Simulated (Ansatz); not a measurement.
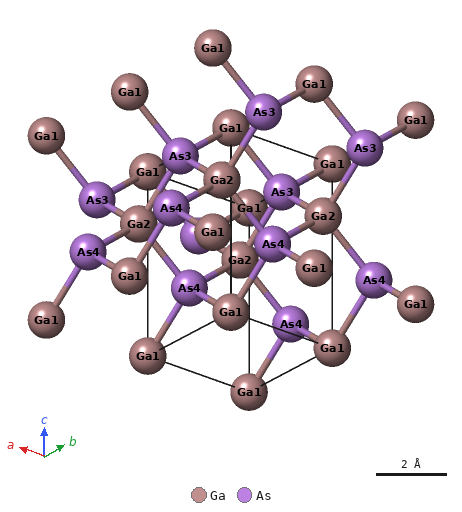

This is the input geometry for a relaxation of a crystal of GaAs (set up in I-4m2). Style: ball-and-stick. Shown: the cell of the calculation, repeated 2 × 2 × 1 with one cell outlined, from a free direction.

Case: biaxial strain in the a-b plane of -6.0 %; c and atoms relaxed.

All numbers below come from Ansatz, DFT PBEsol, scalar-relativistic, plane waves, PAW.

Input
```yaml
crystal:
  lattice:
    - [2.6592378258, 2.6592378258, 0.0]
    - [-2.6592378258, 2.6592378258, 0.0]
    - [0.0, 0.0, 5.8616391224]
  atoms:
    - { symbol: Ga, position: [0.0, 0.0, 0.0] }
    - { symbol: Ga, position: [0.5, 0.5, 0.5] }
    - { symbol: As, position: [0.5, 0.0, 0.75] }
    - { symbol: As, position: [0.0, 0.5, 0.25] }
basis:
  ecutwfc: 420
kpoints:
  mp_grid: { grid: [10, 10, 6] }
hamiltonian:
  xc: pbesol
scf:
  occupations: { method: gaussian, width: 0.01 }
output:
  forces: true
  stress: true
  eigenvalues: true
relax:
  adjacent_minimum: "off"
  f_tol: 0.008
  max_steps: 40
  cell: { stress_tol: 0.015, fix: [a, b, gamma] }
```

Run as
```bash
ansatz run input.yaml --threads 1 --pin off --max-ram 2560MiB --backend cpu --events-out ev --progress --plain --runs-dir out
```

What does the optimiser find from here?

Answer. The atoms keep their places relative to the cell (all moves are under 0.005 Å). The drawn cell changes as follows: a = b unchanged at 3.761 Å, c 5.862 → 5.956 Å (+1.6 %); the volume changes by +1.6 %. Near-neighbour distances that change, for instance: Ga1–As3 2.384 → 2.399 Å. The space group stays I-4m2 (No. 119). Over 2 accepted moves (3 points after the start) the energy falls by 2.7 meV per atom. All forces vanish by symmetry, so only the cell relaxes. Pressure: 7.37 GPa at the start and 5.74 GPa at the end. The SCF was repeated once at an unchanged geometry on a basis and grid sized afresh for the cell, which shifted the energy by 0.1 meV per atom at most.

The end point in the same view:

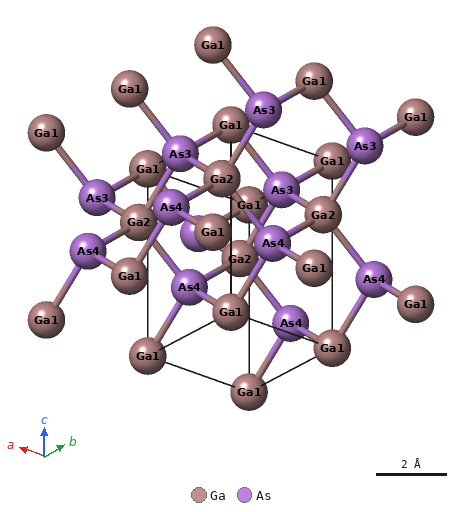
